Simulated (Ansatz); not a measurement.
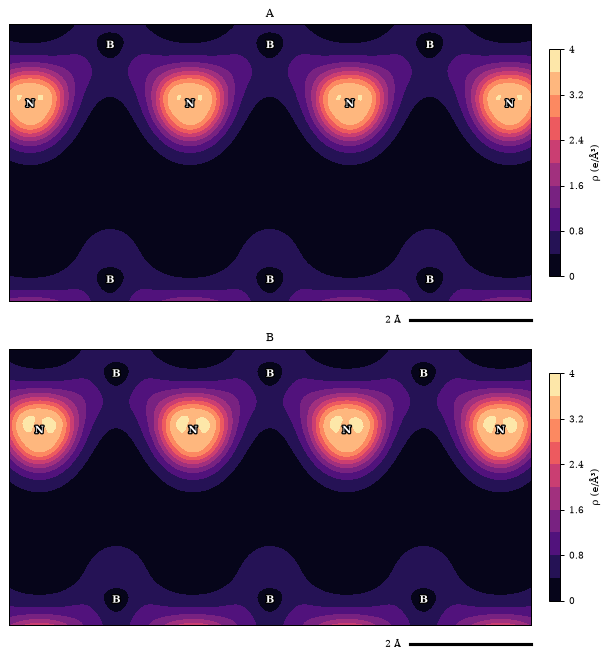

BN. The valence charge density (pseudo) of two cells that differ in size, on the (11̄0) plane of each (indices in the axes of the calculation cell), at one length scale and on one colour scale; one has 6.1 and the other 6.9 Å³ an atom.

Space group I-4m2; a structure from a database of computed crystals, not necessarily the ambient phase.

The calculation used DFT r2SCAN, scalar-relativistic, plane waves, PAW in Ansatz 0.2.0.

The larger cell:

```yaml
crystal:
  lattice:
    - [0.00000, 1.87701, 1.94920]
    - [1.87701, 0.00000, 1.94920]
    - [1.87701, 1.87701, 0.00000]
  atoms:
    - { symbol: B, position: [0.00000, 0.00000, 0.00000] }
    - { symbol: N, position: [0.75000, 0.75000, 0.75000] }
```

The smaller cell: a = 2.604 Å, b = 2.604 Å, c = 2.552 Å, α = 60.65°, β = 60.65°, γ = 58.69°.

Which is the denser cell? Describe the effect of the change.

Answer. Panel B is the smaller cell, by 11 % in volume. From the larger cell to the smaller, B–N goes from 1.65 to 1.58 Å, and the density at its midpoint from 1.2 to 1.4 e/Å³; the pressure goes from −46 to −14 GPa; the Kohn–Sham gap goes from 4.5 eV to 4.6 eV.
